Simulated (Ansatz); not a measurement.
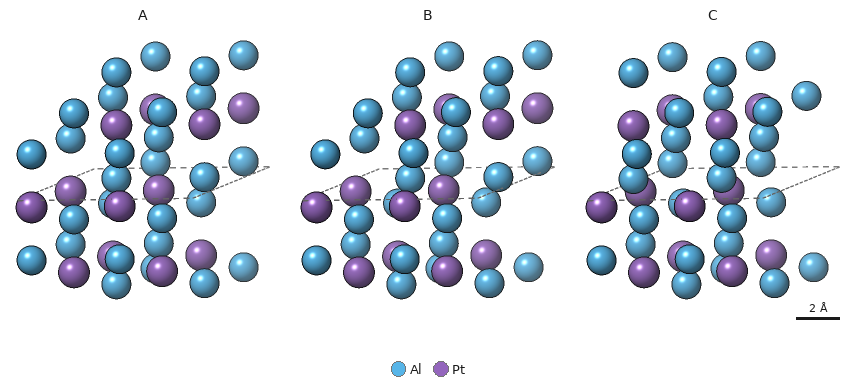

Frames of a one-coordinate scan of a crystal of Al₂Pt (Fm-3m). The picture is a spheres-only view of the layers on both sides of the dashed plane, seen from the side, nearly along that plane.

Theory: DFT PBE, scalar-relativistic, plane waves, PAW (Ansatz). Settings: plane-wave cutoff 420 eV; k-point mesh 13 × 13 × 5; occupations gaussian; smearing width 0.15 eV; no spin polarisation. Energies (free energies at the smearing named) are counted from the relaxed crystal.

What is being scanned?

The crystal above a cut along the (1 1 1) plane of the conventional cell (between a plane of Pt below and one of Al above, 0.86 Å apart) is slid rigidly by fractions of an in-plane lattice vector 4.20 Å long (a generalised stacking fault). In the frames the slip is 0.00 (A), 0.10 (B), 0.40 (C). One cut stands in each cell, which starts 10.3 Å high; nothing is relaxed, and the dashed outline marks the cut. Their energies are 0 mJ/m², 571 mJ/m², 15562 mJ/m².
